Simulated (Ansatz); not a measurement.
System: MgS, space group P6_3mc (No. 186).

Structure:
```cif
data_structure
_symmetry_space_group_name_H-M 'P 1'
_symmetry_Int_Tables_number 1
_cell_length_a 4.0346
_cell_length_b 4.0346
_cell_length_c 6.4323
_cell_angle_alpha 90.000
_cell_angle_beta 90.000
_cell_angle_gamma 120.000
_cell_volume 90.68
loop_
_atom_site_label
_atom_site_type_symbol
_atom_site_fract_x
_atom_site_fract_y
_atom_site_fract_z
_atom_site_occupancy
Mg1 Mg 0.66667 0.33333 0.49575 1
Mg2 Mg 0.33333 0.66667 0.99575 1
S1 S 0.33333 0.66667 0.37924 1
S2 S 0.66667 0.33333 0.87924 1
```

How it was computed, with Ansatz 0.2.0: volume and cell lengths of one structure relaxed by several density functionals; plane waves with PAW datasets, Γ-centred k mesh. All runs: no spin polarisation.

| setting | value |
| --- | --- |
| occupations | Gaussian |
| smearing width | 0.02 eV |

The space group named is that of the starting cell.

Describe the result: the volume by functional. The cases: PBE+D3(BJ); PBE; PBEsol.

PBE+D3(BJ) gives 22.246 Å³/atom, PBEsol 22.543 Å³/atom and PBE 23.103 Å³/atom. The gap on the k mesh, in eV, is 3.560 for PBE+D3(BJ), 3.378 for PBE and 3.311 for PBEsol.

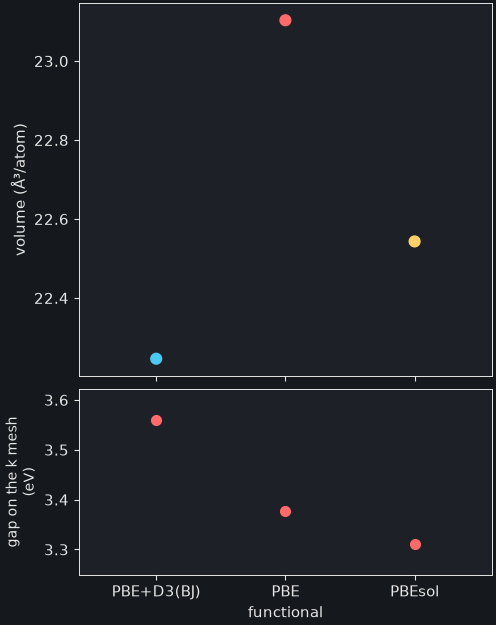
